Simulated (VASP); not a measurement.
# Geometry relaxation, with input and output: GeSi (part 2 of 2)

The same run, continued: GeSi (8 atoms in the cell); Kohn-Sham DFT of a periodic cell, PBEsol, VASP PAW PBE potentials, recommended, no spin polarisation (VASP 6.6.1); cutoff 600 eV, 6×6×6 k-mesh, Gaussian smearing of 0.03 eV. The structure was built on a prototype by a generator; it need not be a known phase.

Geometry of the input (Å; fractional positions):
```
5.5441  -0.0026  0.0000
0.0026  -5.5441  0.0000
0.0000  0.0000  -5.5426
Ge 0.7500  0.7500  0.7443
Ge 0.2500  0.2500  0.7443
Ge 0.5000  1.0000  0.0057
Ge 1.0000  0.5000  0.0057
Si 0.2500  0.7500  0.2552
Si 0.7500  0.2500  0.2552
Si 0.0000  0.0000  0.4948
Si 0.5000  0.5000  0.4948
```

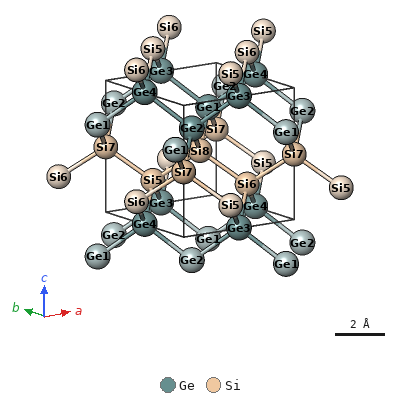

*The geometry at step 1 of the log (ball-and-stick view of the cell of the calculation, seen at an oblique angle; neighbours outside the cell are drawn fainter; atoms are numbered from 1 in the order of the input).*

Parts of OUTCAR, continued:
```
 -----------------------------------------------------------------------------------
      4.16004     -4.16004     -4.12526        -0.000000     -0.000000      0.003688
      1.38668     -1.38668     -4.12526        -0.000000     -0.000000      0.003688
      2.77207     -0.00129     -0.03172         0.000000      0.000000     -0.003688
      0.00129     -2.77207     -0.03172        -0.000000      0.000000     -0.003688
      1.38797     -4.15875     -1.41459         0.000000      0.000000      0.005306
      4.15875     -1.38797     -1.41459         0.000000      0.000000      0.005306
      0.00000      0.00000     -2.74239        -0.000000     -0.000000     -0.005306
      2.77336     -2.77336     -2.74239        -0.000000     -0.000000     -0.005306
 -----------------------------------------------------------------------------------
    total drift:                                0.000000     -0.000000     -0.000000

  FREE ENERGIE OF THE ION-ELECTRON SYSTEM (eV)
  ---------------------------------------------------
  free  energy   TOTEN  =       -42.6485405463 eV

  energy  without entropy=      -42.6485405463  energy(sigma->0) =      -42.64854055

--------------------------------------- Ionic step        2  -------------------------------------------

 number of electron      72.0000018 magnetization

 Free energy of the ion-electron system (eV)
  ---------------------------------------------------
  ext. energy  EPLUGINS =         0.00000000
  ---------------------------------------------------
  free energy    TOTEN  =       -42.64854812 eV

  energy without entropy =      -42.64854812  energy(sigma->0) =      -42.64854812

 E-fermi :   5.5075     XC(G=0):  -9.8719     alpha+bet :-11.1691

 val. band max:        5.3546568399   @ k =   0.0000   0.0000   0.0000
 cond. band min:       5.6362245965   @ k =   0.0000   0.0000   0.0000
 fundamental gap:      0.2815677566
 Fermi energy:         5.5075164938

 k-point     1 :       0.0000    0.0000    0.0000
  band No.  band energies     occupation
      1     -19.2041      2.00000
      2     -19.1648      2.00000
      3     -19.1648      2.00000
      4     -19.1183      2.00000
      5     -19.1042      2.00000
      6     -19.0800      2.00000
      7     -19.0800      2.00000
      8     -19.0727      2.00000
      9     -19.0589      2.00000
     10     -19.0128      2.00000
     11     -19.0128      2.00000
     12     -19.0084      2.00000
     13     -18.9775      2.00000
     14     -18.9775      2.00000
     15     -18.9655      2.00000
     16     -18.9589      2.00000
     17     -18.9485      2.00000
     18     -18.9197      2.00000
     19     -18.9197      2.00000
     20     -18.8845      2.00000
     21      -7.1280      2.00000
     22      -3.4344      2.00000
     23      -3.4344      2.00000
     24      -3.1095      2.00000
     25      -3.0172      2.00000
     26      -2.6964      2.00000
     27      -2.6964      2.00000
     28       2.2623      2.00000
     29       2.2623      2.00000
     30       2.2924      2.00000
     31       2.3013      2.00000
     32       2.3808      2.00000
     33       2.3808      2.00000
     34       5.2064      2.00000
     35       5.2966      2.00000
     36       5.3547      2.00000
     37       5.6362      0.00000
     38       5.6362      0.00000
     39       5.8403      0.00000
     40       6.0555      0.00000
     41       6.2706      0.00000
     42       6.2706      0.00000
     43       6.9790      0.00000

 k-point     2 :       0.1667    0.0000    0.0000
  band No.  band energies     occupation
      1     -19.2045      2.00000
      2     -19.1803      2.00000
      3     -19.1486      2.00000
      4     -19.1187      2.00000
      5     -19.0985      2.00000
      6     -19.0815      2.00000
      7     -19.0768      2.00000
      8     -19.0737      2.00000
      9     -19.0600      2.00000
     10     -19.0261      2.00000
     11     -19.0069      2.00000
     12     -19.0020      2.00000
     13     -18.9838      2.00000
     14     -18.9719      2.00000
     15     -18.9643      2.00000
     16     -18.9594      2.00000
     17     -18.9532      2.00000
     18     -18.9335      2.00000
     19     -18.9059      2.00000
     20     -18.8840      2.00000
     21      -7.0111      2.00000
     22      -4.3479      2.00000
     23      -3.1397      2.00000
     24      -3.0796      2.00000
     25      -2.9857      2.00000
     26      -2.9285      2.00000
     27      -1.6379      2.00000
     28       2.0099      2.00000
     29       2.0146      2.00000
     30       2.0224      2.00000
     31       2.0298      2.00000
     32       2.4357      2.00000
     33       2.4529      2.00000
     34       4.2926      2.00000
     35       4.8278      2.00000
     36       4.8703      2.00000
     37       5.6982      0.00000
     38       6.1528      0.00000
     39       6.4756      0.00000
     40       6.5641      0.00000
     41       6.6488      0.00000
     42       6.8389      0.00000
     43       7.5056      0.00000

 k-point     3 :       0.3333    0.0000    0.0000
  band No.  band energies     occupation
      1     -19.2043      2.00000
      2     -19.1928      2.00000
      3     -19.1348      2.00000
      4     -19.1205      2.00000
      5     -19.0834      2.00000
      6     -19.0810      2.00000
      7     -19.0762      2.00000
      8     -19.0723      2.00000
      9     -19.0630      2.00000
     10     -19.0434      2.00000
     11     -19.0028      2.00000
     12     -18.9912      2.00000
     13     -18.9905      2.00000
     14     -18.9671      2.00000
     15     -18.9647      2.00000
     16     -18.9609      2.00000
     17     -18.9606      2.00000
     18     -18.9454      2.00000
     19     -18.8946      2.00000
     20     -18.8840      2.00000
     21      -6.6624      2.00000
     22      -5.3048      2.00000
     23      -3.0338      2.00000
     24      -3.0174      2.00000
     25      -2.9186      2.00000
     26      -2.9038      2.00000
     27      -0.2533      2.00000
     28       1.5546      2.00000
     29       1.5614      2.00000
     30       1.5710      2.00000
     31       1.5828      2.00000
     32       2.7743      2.00000
     33       2.7860      2.00000
     34       2.7889      2.00000
     35       4.0506      2.00000
     36       4.0683      2.00000
     37       5.8869      0.00000
     38       6.8629      0.00000
     39       7.0857      0.00000
     40       7.8487      0.00000
     41       7.9680      0.00000
     42       8.0103      0.00000
     43       8.1218      0.00000

 k-point     4 :       0.5000   -0.0000    0.0000
  band No.  band energies     occupation
      1     -19.2008      2.00000
      2     -19.2008      2.00000
      3     -19.1254      2.00000
      4     -19.1254      2.00000
      5     -19.0790      2.00000
      6     -19.0790      2.00000
      7     -19.0674      2.00000
      8     -19.0674      2.00000
      9     -19.0636      2.00000
     10     -19.0636      2.00000
     11     -18.9971      2.00000
     12     -18.9971      2.00000
     13     -18.9785      2.00000
     14     -18.9785      2.00000
     15     -18.9634      2.00000
     16     -18.9634      2.00000
     17     -18.9544      2.00000
     18     -18.9544      2.00000
     19     -18.8872      2.00000
     20     -18.8872      2.00000
     21      -6.0887      2.00000
     22      -6.0887      2.00000
     23      -2.9880      2.00000
     24      -2.9880      2.00000
     25      -2.8803      2.00000
     26      -2.8803      2.00000
     27       1.1548      2.00000
     28       1.1548      2.00000
     29       1.3721      2.00000
     30       1.3721      2.00000
     31       1.4705      2.00000
     32       1.4705      2.00000
     33       3.3258      2.00000
     34       3.3258      2.00000
     35       3.3381      2.00000
     36       3.3381      2.00000
     37       6.2841      0.00000
     38       6.2841      0.00000
     39       8.1455      0.00000
     40       8.1455      0.00000
     41       9.5258      0.00000
     42       9.5259      0.00000
     43       9.7209      0.00000

 k-point     5 :       0.1667    0.1667    0.0000
  band No.  band energies     occupation
      1     -19.2040      2.00000
      2     -19.1654      2.00000
      3     -19.1654      2.00000
      4     -19.1161      2.00000
      5     -19.1041      2.00000
      6     -19.0791      2.00000
      7     -19.0791      2.00000
      8     -19.0734      2.00000
      9     -19.0599      2.00000
     10     -19.0137      2.00000
     11     -19.0137      2.00000
     12     -19.0094      2.00000
     13     -18.9769      2.00000
     14     -18.9769      2.00000
     15     -18.9629      2.00000
     16     -18.9593      2.00000
     17     -18.9483      2.00000
     18     -18.9208      2.00000
     19     -18.9208      2.00000
     20     -18.8845      2.00000
     21      -6.8981      2.00000
     22      -4.2312      2.00000
     23      -4.2312      2.00000
     24      -3.1789      2.00000
     25      -2.8513      2.00000
     26      -1.7210      2.00000
     27      -1.7210      2.00000
     28       1.3604      2.00000
     29       2.0642      2.00000
     30       2.0642      2.00000
     31       2.2752      2.00000
     32       2.2752      2.00000
     33       2.4864      2.00000
     34       3.3569      2.00000
     35       4.3897      2.00000
     36       5.2111      2.00000
     37       6.1180      0.00000
     38       6.2814      0.00000
     39       6.2814      0.00000
     40       7.1303      0.00000
     41       7.1303      0.00000
     42       7.5857      0.00000
     43       7.6729      0.00000

 [... the levels of 18 k-points are left out ...]

 k-point    24 :       0.5000    0.3333    0.1667
  band No.  band energies     occupation
      1     -19.2041      2.00000
      2     -19.1816      2.00000
      3     -19.1518      2.00000
      4     -19.1113      2.00000
      5     -19.0982      2.00000
      6     -19.0784      2.00000
      7     -19.0763      2.00000
      8     -19.0736      2.00000
      9     -19.0632      2.00000
     10     -19.0286      2.00000
     11     -19.0103      2.00000
     12     -19.0053      2.00000
     13     -18.9814      2.00000
     14     -18.9698      2.00000
     15     -18.9608      2.00000
     16     -18.9557      2.00000
     17     -18.9520      2.00000
     18     -18.9390      2.00000
     19     -18.9086      2.00000
     20     -18.8839      2.00000
     21      -5.6571      2.00000
     22      -5.5702      2.00000
     23      -4.5241      2.00000
     24      -4.3694      2.00000
     25      -1.8274      2.00000
     26      -1.6622      2.00000
     27      -0.3820      2.00000
     28      -0.3140      2.00000
     29       1.5405      2.00000
     30       1.5692      2.00000
     31       2.6946      2.00000
     32       2.6986      2.00000
     33       3.1448      2.00000
     34       3.2204      2.00000
     35       3.8781      2.00000
     36       3.9829      2.00000
     37       7.5300      0.00000
     38       7.5666      0.00000
     39       7.5924      0.00000
     40       7.7120      0.00000
     41       8.5730      0.00000
     42       8.6714      0.00000
     43       8.9047      0.00000

 [... further k-points ...]

------------------------ aborting loop because EDIFF is reached ----------------------------------------

  FORCE on cell =-STRESS in cart. coord.  units (eV):
  Direction    XX          YY          ZZ          XY          YZ          ZX
  --------------------------------------------------------------------------------------
  -------------------------------------------------------------------------------------
  Total        0.0167696      0.0167696      0.0144300     -0.0124841      0.0000000      0.0000000
  in kB        0.1577293      0.1577293      0.1357238     -0.1174216      0.0000000      0.0000000
  external PRESSURE =       0.1503942 kB  Pullay stress =       0.0000000 kB

 VOLUME and BASIS-vectors are now :
 -----------------------------------------------------------------------------
  energy-cutoff  :      600.00
  volume of cell :      170.34
      direct lattice vectors                 reciprocal lattice vectors
     5.543917819 -0.003051150  0.000000000     0.180377909  0.000099273  0.000000000
     0.003051150 -5.543917819  0.000000000    -0.000099273 -0.180377909  0.000000000
     0.000000000  0.000000000 -5.542258736     0.000000000  0.000000000 -0.180431851

 POSITION                                       TOTAL-FORCE (eV/Angst)
 -----------------------------------------------------------------------------------
      4.16023     -4.16023     -4.12480         0.000000     -0.000000      0.000542
      1.38674     -1.38674     -4.12480        -0.000000     -0.000000      0.000542
      2.77501     -5.54544     -0.03190        -0.000000     -0.000000     -0.000542
      5.54544     -2.77501     -0.03190        -0.000000      0.000000     -0.000542
      1.38827     -4.15870     -1.41424        -0.000000      0.000000      0.000877
      4.15870     -1.38827     -1.41424         0.000000      0.000000      0.000877
      5.54392     -0.00305     -2.74246        -0.000000      0.000000     -0.000877
      2.77348     -2.77348     -2.74246        -0.000000      0.000000     -0.000877
 -----------------------------------------------------------------------------------
    total drift:                                0.000000     -0.000000      0.000000

  FREE ENERGIE OF THE ION-ELECTRON SYSTEM (eV)
  ---------------------------------------------------
  free  energy   TOTEN  =       -42.6485481243 eV

  energy  without entropy=      -42.6485481243  energy(sigma->0) =      -42.64854812

 reached required accuracy - stopping structural energy minimisation
```

CONTCAR:
```
SiGe
   1.00000000000000
     5.5439178192129974   -0.0030511499302543    0.0000000000000000
     0.0030511499302543   -5.5439178192129974    0.0000000000000000
     0.0000000000000000    0.0000000000000000   -5.5422587357122231
  Ge              Si
     4     4
Direct
     0.7500000000000000    0.7500000000000000    0.7442444658379486
     0.2500000000000000    0.2500000000000000    0.7442444658379486
     0.5000000000000000    1.0000000000000000    0.0057555341620514
     1.0000000000000000    0.5000000000000000    0.0057555341620514
     0.2500000000000000    0.7500000000000000    0.2551735516287433
     0.7500000000000000    0.2500000000000000    0.2551735516287433
     1.0000000000000000    0.0000000000000000    0.4948264483712567
     0.5000000000000000    0.5000000000000000    0.4948264483712567

  0.00000000E+00  0.00000000E+00  0.00000000E+00
  0.00000000E+00  0.00000000E+00  0.00000000E+00
  0.00000000E+00  0.00000000E+00  0.00000000E+00
  0.00000000E+00  0.00000000E+00  0.00000000E+00
  0.00000000E+00  0.00000000E+00  0.00000000E+00
  0.00000000E+00  0.00000000E+00  0.00000000E+00
  0.00000000E+00  0.00000000E+00  0.00000000E+00
  0.00000000E+00  0.00000000E+00  0.00000000E+00
```

Trajectory as extended XYZ (Å, eV, eV/Å), 2 frames, from step=0 to step=1:
```
8
Lattice="5.5441 -0.0026 0.0000 0.0026 -5.5441 0.0000 0.0000 0.0000 -5.5426" Properties=species:S:1:pos:R:3:forces:R:3 step=0 energy=-42.64854
Ge    4.1600   -4.1600   -4.1253    0.0000   0.0000   0.0037
Ge    1.3867   -1.3867   -4.1253    0.0000   0.0000   0.0037
Ge    2.7721   -0.0013   -0.0317    0.0000   0.0000  -0.0037
Ge    0.0013   -2.7721   -0.0317    0.0000   0.0000  -0.0037
Si    1.3880   -4.1588   -1.4146    0.0000   0.0000   0.0053
Si    4.1588   -1.3880   -1.4146    0.0000   0.0000   0.0053
Si    0.0000    0.0000   -2.7424    0.0000   0.0000  -0.0053
Si    2.7734   -2.7734   -2.7424    0.0000   0.0000  -0.0053
8
Lattice="5.5439 -0.0031 0.0000 0.0031 -5.5439 0.0000 0.0000 0.0000 -5.5423" Properties=species:S:1:pos:R:3:forces:R:3 step=1 energy=-42.64855
Ge    4.1602   -4.1602   -4.1248    0.0000   0.0000   0.0005
Ge    1.3867   -1.3867   -4.1248    0.0000   0.0000   0.0005
Ge    2.7750   -5.5454   -0.0319    0.0000   0.0000  -0.0005
Ge    5.5454   -2.7750   -0.0319    0.0000   0.0000  -0.0005
Si    1.3883   -4.1587   -1.4142    0.0000   0.0000   0.0009
Si    4.1587   -1.3883   -1.4142    0.0000   0.0000   0.0009
Si    5.5439   -0.0031   -2.7425    0.0000   0.0000  -0.0009
Si    2.7735   -2.7735   -2.7425    0.0000   0.0000  -0.0009
```

Results in brief:

```csv
quantity,value
outcome,converged
space group (tolerance 0.01 Å),Pmma (51)
electrons treated,72
free energy,−42.6485 eV
gap on the k-point mesh,0.28 eV
pressure,0.02 GPa
final volume,170.34 Å³
largest force (length of the vector) at the end,0.001 eV/Å
final cell,"a = 5.544 Å, b = 5.544 Å, c = 5.542 Å, α = 90.00°, β = 90.00°, γ = 89.94°"
wall time,2.2 min (CPU time 6.8 min)
peak memory,0.57 GiB
```
